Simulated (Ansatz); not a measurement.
The cell of B$_{24}$N$_{23}$ (P-62m, No. 189). Origin of the cell: the geometry relaxed in a fixed cell with DFT PBE, scalar-relativistic, plane waves, PAW (Ansatz 0.2.0).

```cif
data_structure
_symmetry_space_group_name_H-M 'P 1'
_symmetry_Int_Tables_number 1
_cell_length_a 8.7023
_cell_length_b 8.7023
_cell_length_c 8.3612
_cell_angle_alpha 90.000
_cell_angle_beta 90.000
_cell_angle_gamma 120.000
_cell_volume 548.36
loop_
_atom_site_label
_atom_site_type_symbol
_atom_site_fract_x
_atom_site_fract_y
_atom_site_fract_z
_atom_site_occupancy
B1 B 0.00000 0.16673 0.00000 1
B2 B 0.50003 0.16669 0.00000 1
B3 B 0.33340 0.33340 0.00000 1
B4 B 0.16669 0.50003 0.00000 1
B5 B 0.00000 0.66660 0.00000 1
B6 B 0.83331 0.33334 0.00000 1
B7 B 0.66666 0.49997 0.00000 1
B8 B 0.49997 0.66666 0.00000 1
B9 B 0.33334 0.83331 0.00000 1
B10 B 0.16673 0.00000 0.00000 1
B11 B 0.83327 0.83327 0.00000 1
B12 B 0.66660 0.00000 0.00000 1
B13 B 0.83372 0.00000 0.50000 1
B14 B 0.33421 0.00000 0.50000 1
B15 B 0.16628 0.16628 0.50000 1
B16 B 0.00000 0.33421 0.50000 1
B17 B 0.83371 0.50071 0.50000 1
B18 B 0.66701 0.16629 0.50000 1
B19 B 0.49929 0.33299 0.50000 1
B20 B 0.33299 0.49929 0.50000 1
B21 B 0.16629 0.66701 0.50000 1
B22 B 0.00000 0.83372 0.50000 1
B23 B 0.66579 0.66579 0.50000 1
B24 B 0.50071 0.83371 0.50000 1
N1 N 0.83334 0.00000 0.00000 1
N2 N 0.33335 0.00000 0.00000 1
N3 N 0.16666 0.16666 0.00000 1
N4 N 0.00000 0.33335 0.00000 1
N5 N 0.83333 0.50001 0.00000 1
N6 N 0.66667 0.16667 0.00000 1
N7 N 0.49999 0.33333 0.00000 1
N8 N 0.33333 0.49999 0.00000 1
N9 N 0.16667 0.66667 0.00000 1
N10 N 0.00000 0.83334 0.00000 1
N11 N 0.66665 0.66665 0.00000 1
N12 N 0.50001 0.83333 0.00000 1
N13 N 0.50031 0.00000 0.50000 1
N14 N 0.32884 0.16400 0.50000 1
N15 N 0.16400 0.32884 0.50000 1
N16 N 0.00000 0.50031 0.50000 1
N17 N 0.83600 0.16484 0.50000 1
N18 N 0.66667 0.33333 0.50000 1
N19 N 0.49969 0.49969 0.50000 1
N20 N 0.33333 0.66667 0.50000 1
N21 N 0.16484 0.83600 0.50000 1
N22 N 0.83516 0.67116 0.50000 1
N23 N 0.67116 0.83516 0.50000 1
```

> Take as void every point where the procrystal density (the sum of the densities of spherically averaged neutral Hartree-Fock atoms) is below 0.005 e/bohr³. What do the voids look like?

The voids take about 16 % of the cell (89 Å³ of 548.4 Å³) and are bounded by about 270 Å² of surface per cell. Where they connect, they form a two-dimensional network in layers parallel to (001).

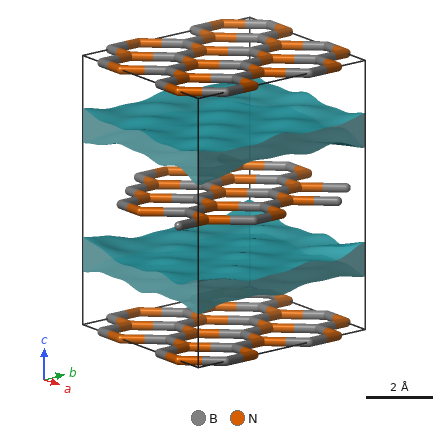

The voids drawn in 1×1×1 cells, view slightly off an axis. Pale faces close the region where the drawn box cuts it.
